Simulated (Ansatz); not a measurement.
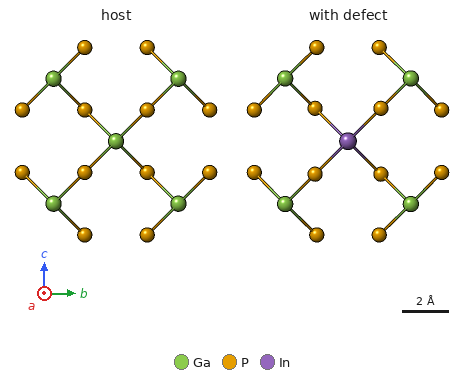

Left: perfect GaP. Right: the same region with one point defect, after relaxing the atoms in a supercell of 54 sites. Style: ball-and-stick. Shown: the atoms within 4.6 Å of one point, in a slice 4.2 Å thick across the line of sight, along the a axis.

All numbers below come from DFT, PBE, plane-wave PAW, default files, scalar-relativistic, frozen cores (Ansatz). Set-up: plane-wave cutoff 420 eV; k-point mesh 3 × 3 × 3; occupations fermi dirac; smearing width 0.01 eV; no spin polarisation. The axes drawn are those of the host's conventional cell.

### Which defect is it?

A gallium atom is replaced by indium.

The charge state of the cell is 0.

### How does the lattice respond?

In the host the Ga atom has 4 P at 2.36 Å; the In atom ends with 4 P at 2.49 Å. Of the host's atoms, a phosphorus atom moves furthest from its site, by 0.13 Å. Relaxing the atoms from the host's sites lowers the energy by 0.47 eV.
